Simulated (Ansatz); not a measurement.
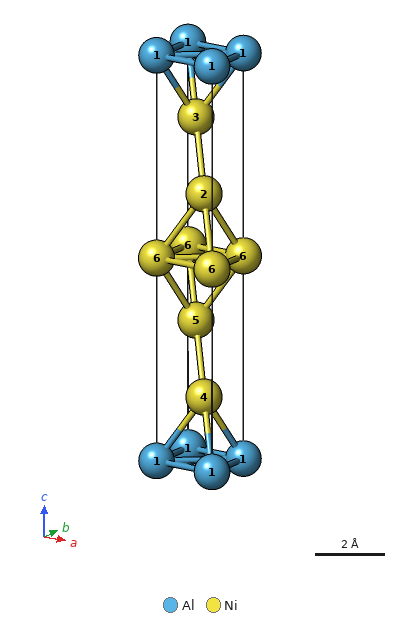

*The starting structure (ball-and-stick view of the cell of the calculation, seen slightly off an axis; atoms are numbered from 1 in the order of the input). An atom can appear more than once, as a periodic image.*

**Geometry relaxation of AlNi5**

- system: AlNi5 (P-3m1, 6 atoms in the cell)
- method: DFT, r2SCAN, paw_fr, spin-orbit coupling (Ansatz 0.2.0)

The structure was made by a generator, so it may or may not be a known phase. The run did not end well. Figures and captions count atoms from 1; the log counts them from 0 in places.

## Input
```yaml
crystal:
  lattice:
    - [2.5655691091, 0.0, 0.0]
    - [-1.2827845545, 2.2218480236, 0.0]
    - [0.0, 0.0, 11.9854542344]
  atoms:
    - { symbol: Al, position: [0.0, 0.0, 0.0] }
    - { symbol: Ni, position: [0.6666666667, 0.3333333333, 0.6657343259], spin: 0.53, spin_axis: [0, 0, -1] }
    - { symbol: Ni, position: [0.3333333333, 0.6666666667, 0.8354415304], spin: 0.53, spin_axis: [0, 0, -1] }
    - { symbol: Ni, position: [0.6666666667, 0.3333333333, 0.1645584696], spin: 0.53, spin_axis: [0, 0, -1] }
    - { symbol: Ni, position: [0.3333333333, 0.6666666667, 0.3342656741], spin: 0.53, spin_axis: [0, 0, -1] }
    - { symbol: Ni, position: [0.0, 0.0, 0.5], spin: 0.53, spin_axis: [0, 0, -1] }
kpoints:
  mp_grid: { grid: [18, 18, 4] }
hamiltonian:
  xc: r2scan
  pseudopotentials: { kind: paw_fr }
scf:
  occupations: { method: gaussian, width: 0.1 }
output:
  forces: true
  eigenvalues: true
  stress: true
magnetization:
  noncollinear: true
  spin_orbit: true
relax:
  adjacent_minimum: "off"
  f_tol: 0.01
  max_steps: 80
  cell: { stress_tol: 0.05 }
```

Hardware: 4 threads of Arm Neoverse V2, 24 GiB of memory available, shared host.

Command:
```bash
ansatz run input.yaml --threads 4 --pin off --max-ram 8192MiB --backend cpu --events-out ev --progress --plain --runs-dir out
```

## What the program printed
```
Engine: ansatz 0.2.0, aarch64-unknown-linux-gnu
Pseudopotentials: kind: paw_fr
Pseudopotential: Al, paw_fr, valence charge 3, recommended cutoff 500 eV (meta_gga), Al.paw.azcp#standard-fr
Pseudopotential: Ni, paw_fr, valence charge 18, recommended cutoff 500 eV (meta_gga), Ni.paw.azcp#standard-fr
Functional definition: r2SCAN
  parameter k0 = 0.174
  parameter k1 = 0.065
  parameter a1 = 4.9479
  exchange = r2scan_x(k0 = k0, k1 = k1, a1 = a1)
  correlation = r2scan_c
Crystal: 6 atoms, lattice volume = 68.321 Å³
Basis set: ecut = 500 eV, 1747 PW (Γ), exchange–correlation on 80×80×360 points (64 copies of the dense FFT grid, shifted against one another)
Bands: 112, of which v1, the nominal top of the filled ones, is band 93 counted from 1 (92 counted from 0)
Symmetry: 6 space group operations + 6 with time reversal
Magnetic group: BNS 164.89 (UNI 1319), of the structure as read, at distance tolerance 4.1e-5 Å
k-points: 138 of 1296 (time reversal used)
Projection manifold: j_resolved (fully-relativistic pseudo-atomic orbitals)
Non-local potential: Al, projectors of the file, l = 0: 2, l = 1: 4, l = 2: 2
Non-local potential: Ni, projectors of the file, l = 0: 3, l = 1: 4, l = 2: 6, l = 3: 2
PAW form: soft (Blöchl's): semilocal exchange-correlation on the pseudo side does not see the compensation charge
PAW frozen core: Al, regenerated for the run's functional (the file was generated under x = pbe(κ = 0.804, μ = 0.2195149727645171), c = pbe(β = 0.06672455060314922))
PAW frozen core: Ni, regenerated for the run's functional (the file was generated under x = pbe(κ = 0.804, μ = 0.2195149727645171), c = pbe(β = 0.06672455060314922))
PAW one-centre angular grid: Al, 302 points (default); XC on 224 Gauss nodes
PAW one-centre angular grid: Ni, 590 points (default); XC on 160 Gauss nodes
Initial density: superposition of atomic densities (chi_scale 0.1, normalization cell)
Starting moments: Σ|m| = 2.65 μB on 5 of 6 sites
Initial wavefunctions: pseudopotential atomic-orbital guess
Functional: x = r2scan, c = r2scan; τ floored in thin density (d = 2e-4 eV/Å³)
SCF iter   1: F=—  HF=-29759.269317 eV  |F-HF|=—  |Δ(HF+E_count)|=         —  Δρ=9.83e-2  dr2=6.75e0  dr2_τ=4.84e-2  dr2_m=6.50e-1  ethr=3.10e-3  |M|=2.34e0 ∫|m|=2.52e0 μB  |m|>n=0.0e0 m-floor=0.0e0 τ_xc=6.5e-17  β_m=1.00  ⟨swp⟩=7.2  Hψ=93384  notcnv=0  defer=454
preconditioner: auto → Kerker (q_TF=auto, 2.872 Å⁻¹)  [metal: Δε(μ)=0.002 eV  Ē_g=7.498 eV  σ=0.100 eV  W_gap=0.01  n_scr=16 (ndim 8)  ℏωp=32.7 eV  f_vac=0.000  D(μ)=7.83/eV (n_scr^D=94)]
spin=Noncollinear: Kerker preconditioning applied to the charge; magnetization (m_x, m_y, m_z) channels mix plain (no charge-response kernel on spin).
SCF iter   2: F=—  HF=-29759.348218 eV  |F-HF|=—  |Δ(HF+E_count)|=   7.89e-2  Δρ=1.27e-1  dr2=1.78e1  dr2_τ=1.82e-2  dr2_m=7.86e-1  ethr=3.10e-3  |M|=1.90e0 ∫|m|=2.36e0 μB  |m|>n=0.0e0 m-floor=0.0e0 τ_xc=2.4e-4  β_m=1.00  ⟨swp⟩=3.0  Hψ=31680  notcnv=0  defer=1355  κ⁻¹=1.0e0(r=1)
SCF iter   3: F=—  HF=-29759.359403 eV  |F-HF|=—  |Δ(HF+E_count)|=   1.12e-2  Δρ=6.32e-2  dr2=1.12e0  dr2_τ=1.89e-2  dr2_m=6.26e-1  ethr=3.10e-3  |M|=2.34e0 ∫|m|=2.83e0 μB  |m|>n=0.0e0 m-floor=0.0e0 τ_xc=4.2e-4  β_m=1.00  ⟨swp⟩=2.6  Hψ=27776  notcnv=0  defer=1355  κ⁻¹=8.5e-3(r=2)
SCF iter   4: F=—  HF=-29759.262377 eV  |F-HF|=—  |Δ(HF+E_count)|=   9.70e-2  Δρ=2.43e-2  dr2=6.76e-1  dr2_τ=1.98e-3  dr2_m=1.80e-2  ethr=1.20e-3  |M|=2.44e0 ∫|m|=2.97e0 μB  |m|>n=0.0e0 m-floor=0.0e0 τ_xc=9.4e-4  β_m=1.00  ⟨swp⟩=2.1  Hψ=31878  notcnv=0  defer=1328  κ⁻¹=8.3e-4(r=3)
SCF iter   5: F=—  HF=-29759.277935 eV  |F-HF|=—  |Δ(HF+E_count)|=   1.56e-2  Δρ=2.07e-2  dr2=4.11e-1  dr2_τ=8.60e-4  dr2_m=2.50e-2  ethr=7.27e-4  |M|=2.52e0 ∫|m|=3.08e0 μB  |m|>n=0.0e0 m-floor=0.0e0 τ_xc=1.4e-3  β_m=1.00  ⟨swp⟩=2.0  Hψ=15184  notcnv=0  defer=1328  κ⁻¹=3.0e-4(r=4)
SCF iter   6: F=—  HF=-29759.288240 eV  |F-HF|=—  |Δ(HF+E_count)|=   1.03e-2  Δρ=2.29e-2  dr2=4.50e-1  dr2_τ=1.50e-3  dr2_m=3.73e-2  ethr=4.42e-4  |M|=2.60e0 ∫|m|=3.20e0 μB  |m|>n=0.0e0 m-floor=0.0e0 τ_xc=1.8e-3  β_m=1.00  ⟨swp⟩=2.0  Hψ=21113  notcnv=0  defer=1328  κ⁻¹=6.8e-6(r=5)
SCF iter   7: F=—  HF=-29759.370619 eV  |F-HF|=—  |Δ(HF+E_count)|=   8.24e-2  Δρ=1.15e-2  dr2=6.22e-2  dr2_τ=1.06e-3  dr2_m=1.51e-2  ethr=4.42e-4  |M|=2.71e0 ∫|m|=3.33e0 μB  |m|>n=0.0e0 m-floor=0.0e0 τ_xc=2.1e-3  β_m=1.00  ⟨swp⟩=2.0  Hψ=17407  notcnv=0  defer=1306  κ⁻¹=6.1e-6(r=6)
SCF iter   8: F=—  HF=-29759.391134 eV  |F-HF|=—  |Δ(HF+E_count)|=   2.05e-2  Δρ=9.10e-3  dr2=6.65e-2  dr2_τ=2.05e-4  dr2_m=1.30e-2  ethr=6.68e-5  |M|=2.78e0 ∫|m|=3.43e0 μB  |m|>n=0.0e0 m-floor=0.0e0 τ_xc=2.4e-3  β_m=1.20  ⟨swp⟩=2.1  Hψ=16785  notcnv=0  defer=1283
Mixer restart at iter 8: flushing history
spin-set hold released at iteration 8 (site moments contracting): the magnetisation degrees of freedom join the quasi-Newton model from the next iteration; the mixer history was flushed
SCF iter   9: F=—  HF=-29759.391441 eV  |F-HF|=—  |Δ(HF+E_count)|=   3.07e-4  Δρ=7.91e-3  dr2=3.38e-2  dr2_τ=1.02e-4  dr2_m=3.96e-3  ethr=6.68e-5  |M|=2.82e0 ∫|m|=3.49e0 μB  |m|>n=0.0e0 m-floor=0.0e0 τ_xc=2.8e-3  β_m=1.20  ⟨swp⟩=2.0  Hψ=16349  notcnv=0  defer=1283  κ⁻¹=1.0e0(r=1)
SCF iter  10: F=—  HF=-29759.418777 eV  |F-HF|=—  |Δ(HF+E_count)|=   2.73e-2  Δρ=7.84e-3  dr2=1.14e-1  dr2_τ=8.91e-5  dr2_m=7.93e-3  ethr=3.64e-5  |M|=2.87e0 ∫|m|=3.55e0 μB  |m|>n=0.0e0 m-floor=0.0e0 τ_xc=2.8e-3  β_m=1.20  ⟨swp⟩=1.9  Hψ=17884  notcnv=0  defer=1283  κ⁻¹=6.0e-3(r=2)
SCF iter  11: F=—  HF=-29759.449533 eV  |F-HF|=—  |Δ(HF+E_count)|=   3.08e-2  Δρ=6.50e-3  dr2=9.14e-2  dr2_τ=4.32e-5  dr2_m=5.36e-3  ethr=3.64e-5  |M|=2.93e0 ∫|m|=3.66e0 μB  |m|>n=0.0e0 m-floor=0.0e0 τ_xc=3.2e-3  β_m=1.20  ⟨swp⟩=2.0  Hψ=16068  notcnv=0  defer=1283  κ⁻¹=2.2e-3(r=3)
SCF iter  12: F=—  HF=-29759.478536 eV  |F-HF|=—  |Δ(HF+E_count)|=   2.90e-2  Δρ=6.35e-3  dr2=8.13e-2  dr2_τ=2.85e-5  dr2_m=3.40e-3  ethr=3.64e-5  |M|=3.02e0 ∫|m|=3.80e0 μB  |m|>n=0.0e0 m-floor=0.0e0 τ_xc=3.7e-3  β_m=1.20  ⟨swp⟩=2.0  Hψ=26209  notcnv=0  defer=1279  κ⁻¹=2.2e-3(r=4)
SCF iter  13: F=—  HF=-29759.483138 eV  |F-HF|=—  |Δ(HF+E_count)|=   4.60e-3  Δρ=5.00e-3  dr2=5.00e-2  dr2_τ=1.88e-5  dr2_m=1.78e-3  ethr=3.64e-5  |M|=3.03e0 ∫|m|=3.83e0 μB  |m|>n=0.0e0 m-floor=0.0e0 τ_xc=3.8e-3  β_m=1.20  ⟨swp⟩=1.1  Hψ=16292  notcnv=0  defer=1256  κ⁻¹=3.5e-4(r=5)
SCF iter  14: F=—  HF=-29759.486168 eV  |F-HF|=—  |Δ(HF+E_count)|=   3.03e-3  Δρ=2.77e-3  dr2=5.46e-3  dr2_τ=1.08e-5  dr2_m=5.46e-4  ethr=3.64e-5  |M|=3.05e0 ∫|m|=3.88e0 μB  |m|>n=0.0e0 m-floor=0.0e0 τ_xc=3.9e-3  β_m=1.20  ⟨swp⟩=1.9  Hψ=15118  notcnv=0  defer=1256  κ⁻¹=3.9e-5(r=6)
SCF iter  15: F=—  HF=-29759.486708 eV  |F-HF|=—  |Δ(HF+E_count)|=   5.40e-4  Δρ=2.69e-3  dr2=6.41e-3  dr2_τ=9.16e-6  dr2_m=6.30e-4  ethr=5.87e-6  |M|=3.07e0 ∫|m|=3.91e0 μB  |m|>n=0.0e0 m-floor=0.0e0 τ_xc=4.1e-3  β_m=1.20  ⟨swp⟩=1.5  Hψ=15415  notcnv=0  defer=1257  κ⁻¹=3.6e-5(r=7)
SCF iter  16: F=—  HF=-29759.487096 eV  |F-HF|=—  |Δ(HF+E_count)|=   3.87e-4  Δρ=2.51e-3  dr2=5.80e-3  dr2_τ=6.53e-6  dr2_m=3.42e-4  ethr=5.87e-6  |M|=3.06e0 ∫|m|=3.90e0 μB  |m|>n=0.0e0 m-floor=0.0e0 τ_xc=4.0e-3  β_m=1.20  ⟨swp⟩=1.0  Hψ=14190  notcnv=0  defer=1257  κ⁻¹=1.6e-5(r=8)
SCF iter  17: F=—  HF=-29759.488120 eV  |F-HF|=—  |Δ(HF+E_count)|=   1.02e-3  Δρ=1.06e-3  dr2=4.09e-4  dr2_τ=1.75e-6  dr2_m=4.87e-5  ethr=5.87e-6  |M|=3.07e0 ∫|m|=3.91e0 μB  |m|>n=0.0e0 m-floor=0.0e0 τ_xc=4.2e-3  β_m=1.20  ⟨swp⟩=1.1  Hψ=14517  notcnv=0  defer=1257  κ⁻¹=5.1e-6(r=8)
SCF iter  18: F=—  HF=-29759.488754 eV  |F-HF|=—  |Δ(HF+E_count)|=   6.34e-4  Δρ=9.34e-4  dr2=1.27e-4  dr2_τ=1.43e-6  dr2_m=2.46e-5  ethr=4.40e-7  |M|=3.07e0 ∫|m|=3.90e0 μB  |m|>n=0.0e0 m-floor=0.0e0 τ_xc=4.2e-3  β_m=1.20  ⟨swp⟩=2.0  Hψ=26722  notcnv=0  defer=1257  κ⁻¹=1.8e-5(r=8)
SCF iter  19: F=—  HF=-29759.489238 eV  |F-HF|=—  |Δ(HF+E_count)|=   4.84e-4  Δρ=9.15e-4  dr2=1.57e-4  dr2_τ=1.26e-6  dr2_m=2.43e-5  ethr=1.37e-7  |M|=3.06e0 ∫|m|=3.89e0 μB  |m|>n=0.0e0 m-floor=0.0e0 τ_xc=4.2e-3  β_m=1.20  ⟨swp⟩=2.0  Hψ=27153  notcnv=0  defer=1257  κ⁻¹=7.3e-6(r=8)
SCF iter  20: F=—  HF=-29759.489512 eV  |F-HF|=—  |Δ(HF+E_count)|=   2.74e-4  Δρ=8.79e-4  dr2=1.49e-4  dr2_τ=1.24e-6  dr2_m=2.21e-5  ethr=1.37e-7  |M|=3.06e0 ∫|m|=3.89e0 μB  |m|>n=0.0e0 m-floor=0.0e0 τ_xc=4.3e-3  β_m=1.20  ⟨swp⟩=2.0  Hψ=25992  notcnv=0  defer=1257  κ⁻¹=5.6e-6(r=8)
SCF iter  21: F=—  HF=-29759.490533 eV  |F-HF|=—  |Δ(HF+E_count)|=   1.02e-3  Δρ=6.98e-4  dr2=1.90e-4  dr2_τ=8.56e-7  dr2_m=2.10e-5  ethr=1.37e-7  |M|=3.06e0 ∫|m|=3.89e0 μB  |m|>n=0.0e0 m-floor=0.0e0 τ_xc=4.5e-3  β_m=1.20  ⟨swp⟩=2.6  Hψ=28278  notcnv=0  defer=1257  κ⁻¹=5.0e-6(r=8)
SCF iter  22: F=—  HF=-29759.490601 eV  |F-HF|=—  |Δ(HF+E_count)|=   6.88e-5  Δρ=6.64e-4  dr2=1.08e-4  dr2_τ=9.07e-7  dr2_m=6.15e-6  ethr=1.37e-7  |M|=3.06e0 ∫|m|=3.89e0 μB  |m|>n=0.0e0 m-floor=0.0e0 τ_xc=4.5e-3  β_m=1.20  ⟨swp⟩=2.0  Hψ=27242  notcnv=0  defer=1257  κ⁻¹=1.0e-4(r=8)
SCF iter  23: F=—  HF=-29759.491355 eV  |F-HF|=—  |Δ(HF+E_count)|=   7.54e-4  Δρ=7.65e-4  dr2=6.31e-4  dr2_τ=1.06e-6  dr2_m=8.87e-5  ethr=1.16e-7  |M|=3.06e0 ∫|m|=3.89e0 μB  |m|>n=0.0e0 m-floor=0.0e0 τ_xc=4.9e-3  β_m=1.20  ⟨swp⟩=2.9  Hψ=33376  notcnv=0  defer=1257  κ⁻¹=1.1e-4(r=8)
SCF iter  24: F=—  HF=-29759.491200 eV  |F-HF|=—  |Δ(HF+E_count)|=   1.55e-4  Δρ=3.63e-4  dr2=4.63e-5  dr2_τ=2.38e-7  dr2_m=7.51e-6  ethr=1.16e-7  |M|=3.07e0 ∫|m|=3.90e0 μB  |m|>n=0.0e0 m-floor=0.0e0 τ_xc=4.7e-3  β_m=1.20  ⟨swp⟩=2.0  Hψ=27686  notcnv=0  defer=1257  κ⁻¹=7.7e-5(r=8)
SCF iter  25: F=—  HF=-29759.491396 eV  |F-HF|=—  |Δ(HF+E_count)|=   1.95e-4  Δρ=3.76e-4  dr2=1.63e-4  dr2_τ=2.30e-7  dr2_m=2.15e-5  ethr=4.98e-8  |M|=3.07e0 ∫|m|=3.89e0 μB  |m|>n=0.0e0 m-floor=0.0e0 τ_xc=4.9e-3  β_m=1.20  ⟨swp⟩=2.9  Hψ=30958  notcnv=0  defer=1256  κ⁻¹=3.1e-4(r=8)
SCF iter  26: F=—  HF=-29759.491395 eV  |F-HF|=—  |Δ(HF+E_count)|=   5.04e-7  Δρ=1.55e-4  dr2=9.80e-6  dr2_τ=7.57e-8  dr2_m=2.64e-6  ethr=4.98e-8  |M|=3.06e0 ∫|m|=3.89e0 μB  |m|>n=0.0e0 m-floor=0.0e0 τ_xc=4.8e-3  β_m=1.20  ⟨swp⟩=2.0  Hψ=27492  notcnv=0  defer=1256  κ⁻¹=1.7e-4(r=8)
SCF iter  27: F=—  HF=-29759.491423 eV  |F-HF|=—  |Δ(HF+E_count)|=   2.82e-5  Δρ=1.82e-4  dr2=3.11e-5  dr2_τ=6.53e-8  dr2_m=4.31e-6  ethr=1.05e-8  |M|=3.06e0 ∫|m|=3.89e0 μB  |m|>n=0.0e0 m-floor=0.0e0 τ_xc=4.9e-3  β_m=1.20  ⟨swp⟩=2.8  Hψ=29413  notcnv=0  defer=1256  κ⁻¹=6.6e-5(r=8)
SCF iter  28: F=—  HF=-29759.491432 eV  |F-HF|=—  |Δ(HF+E_count)|=   8.38e-6  Δρ=7.95e-5  dr2=7.79e-6  dr2_τ=8.02e-9  dr2_m=9.91e-7  ethr=1.05e-8  |M|=3.06e0 ∫|m|=3.89e0 μB  |m|>n=0.0e0 m-floor=0.0e0 τ_xc=4.8e-3  β_m=1.20  ⟨swp⟩=2.1  Hψ=27424  notcnv=0  defer=1256  κ⁻¹=8.5e-5(r=8)
SCF iter  29: F=—  HF=-29759.491435 eV  |F-HF|=—  |Δ(HF+E_count)|=   3.59e-6  Δρ=3.03e-5  dr2=1.41e-6  dr2_τ=1.59e-9  dr2_m=1.43e-7  ethr=8.38e-9  |M|=3.06e0 ∫|m|=3.89e0 μB  |m|>n=0.0e0 m-floor=0.0e0 τ_xc=4.9e-3  β_m=1.20  ⟨swp⟩=2.0  Hψ=18543  notcnv=0  defer=1256  κ⁻¹=1.0e-5(r=8)
SCF iter  30: F=—  HF=-29759.491436 eV  |F-HF|=—  |Δ(HF+E_count)|=   3.67e-7  Δρ=2.38e-5  dr2=3.42e-7  dr2_τ=1.23e-9  dr2_m=4.43e-8  ethr=1.52e-9  |M|=3.06e0 ∫|m|=3.89e0 μB  |m|>n=0.0e0 m-floor=0.0e0 τ_xc=4.9e-3  β_m=1.20  ⟨swp⟩=2.0  Hψ=27013  notcnv=0  defer=1256  κ⁻¹=4.1e-6(r=8)
SCF iter  31: F=—  HF=-29759.491436 eV  |F-HF|=—  |Δ(HF+E_count)|=   2.28e-7  Δρ=1.58e-5  dr2=1.19e-7  dr2_τ=7.79e-10  dr2_m=1.26e-8  ethr=3.68e-10  |M|=3.06e0 ∫|m|=3.89e0 μB  |m|>n=0.0e0 m-floor=0.0e0 τ_xc=4.9e-3  β_m=1.20  ⟨swp⟩=2.0  Hψ=26042  notcnv=0  defer=1256  κ⁻¹=2.5e-6(r=8)
```

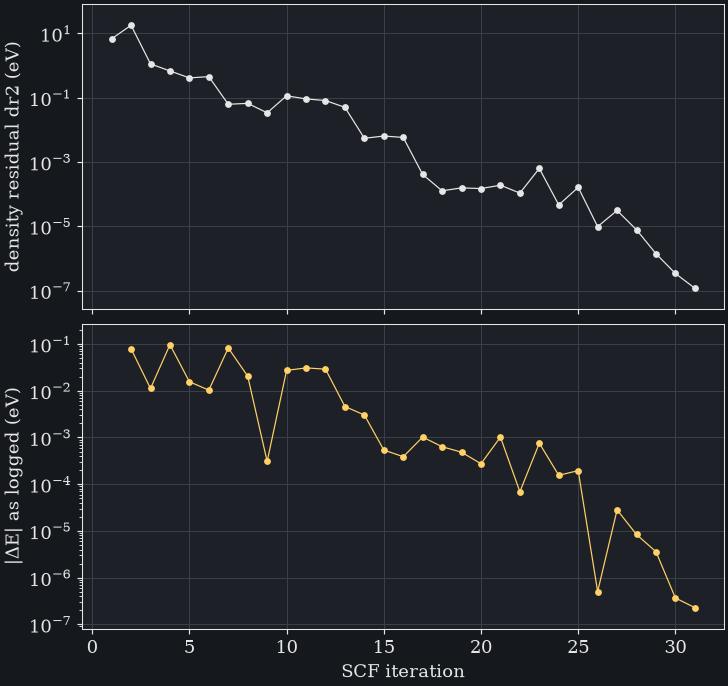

*Convergence of the self-consistent field: density residual dr2 and size of the energy change against the SCF iteration.*

The run ended after 31 iterations.

## Outcome

```tsv
quantity	value
outcome	stopped at the time limit
space group (tolerance 0.01 Å)	P-3m1 (164)
wall time	6.8 min (CPU time 27 min)
peak memory	2.6 GiB
```

Settings chosen away from the usual ones: hamiltonian.pseudopotentials set to {"kind": "paw_fr"}; magnetization set to {"noncollinear": true, "spin_orbit": true} (from {"spin_polarized": true}); hamiltonian.xc set to r2scan (from pbe); basis.ecutwfc removed. The run was cut off by its time limit, so the output is incomplete.
